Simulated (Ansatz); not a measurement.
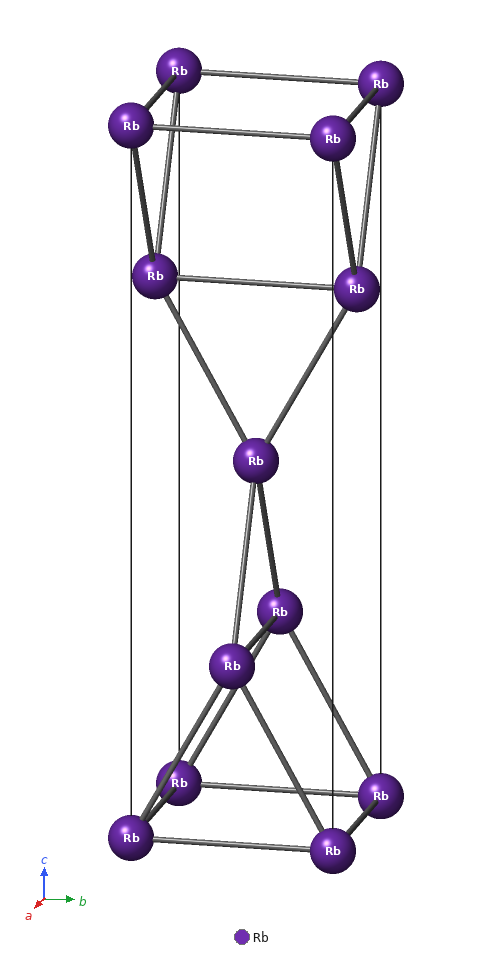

This ball-and-stick model is shown slightly off an axis. Thin lines show the conventional unit cell, with boundary atoms drawn in all their periodic places.

- The element is rubidium.
- It is body-centred tetragonal, space group I4_1/amd (No. 141).
- The cell holds four atoms.
- The neighbours of Rb are eight Rb.
- The bonds build a three-dimensional framework.

The initial geometry was a structure listed in the Materials Project. The cell was then strained or its atoms displaced on purpose. It was the input of a calculation with Ansatz.
